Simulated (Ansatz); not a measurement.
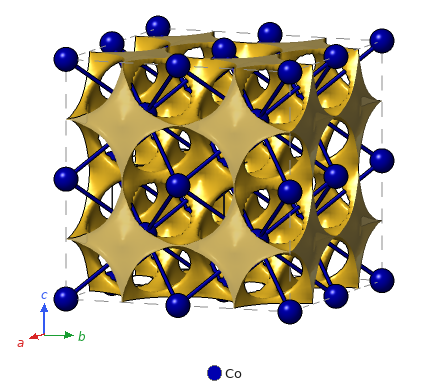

The yellow surface encloses the points that the centre of a probe sphere of radius 0.10 Å can occupy in Co in space group Im-3m, computed on a grid of about 0.12 Å (2×2×2 cells shown, view slightly off an axis; pale faces close the region where the box cuts it).

Hard-sphere model; covalent radii (Cordero): Co 1.26 Å.

Origin of the cell: the input geometry of an electronic-structure calculation (not necessarily at equilibrium).

```cif
data_structure
_symmetry_space_group_name_H-M 'Im-3m'
_symmetry_Int_Tables_number 229
_cell_length_a 2.8046
_cell_length_b 2.8046
_cell_length_c 2.8046
_cell_angle_alpha 90.000
_cell_angle_beta 90.000
_cell_angle_gamma 90.000
_cell_volume 22.06
loop_
_atom_site_label
_atom_site_type_symbol
_atom_site_symmetry_multiplicity
_atom_site_Wyckoff_symbol
_atom_site_fract_x
_atom_site_fract_y
_atom_site_fract_z
_atom_site_occupancy
Co1 Co 2 a 0.00000 0.00000 0.00000 1
```

Q: Describe the connectivity of the accessible space.

A: Where they connect, they form a three-dimensional network.

Q: What share of the cell can the probe's centre reach?

A: About 11 % of the volume (2.4 Å³ of 22.1 Å³).

Q: Give the largest included and the largest free sphere.

A: The largest sphere that fits anywhere has a diameter of 0.62 Å; the largest that can travel through the crystal, about 0.5 Å.

Q: How does the connectivity change as the probe shrinks?

A: Below a radius of about 0.23 Å the space forms a three-dimensional network. These are grid estimates, good to about 0.05 Å.
